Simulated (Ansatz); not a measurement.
The structure in question:

```yaml
crystal:
  lattice:
    - [2.76744, 0.00000, 0.00000]
    - [0.00000, 2.76744, 0.00000]
    - [0.00000, 0.00000, 2.76744]
  atoms:
    - { symbol: Co, position: [0.00000, 0.00000, 0.00000] }
    - { symbol: Co, position: [0.50000, 0.50000, 0.50000] }
```

Give a crystallographic description of this input.

The element is cobalt. The atoms follow space group Im-3m (No. 229); the Bravais lattice is body-centred cubic. The arrangement is known as body-centred cubic (W type). The cell holds two atoms. Each Co atom is coordinated by eight Co in a cubic arrangement at 2.40 Å. Not all metal-metal contacts are counted. The bonds build a three-dimensional framework.

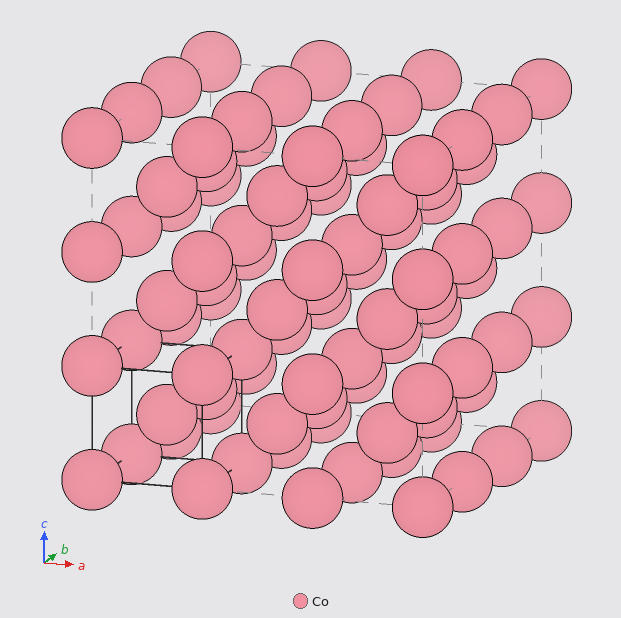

Shown here is a spheres-only view of the crystal, taken slightly off an axis. A block of 3×3×3 cells is shown, with one conventional unit cell in solid outline. Colours: cobalt pink.

The structure comes from a structure listed in the Materials Project. Relaxation method: DFT PBEsol, scalar-relativistic, plane waves, PAW in Ansatz.
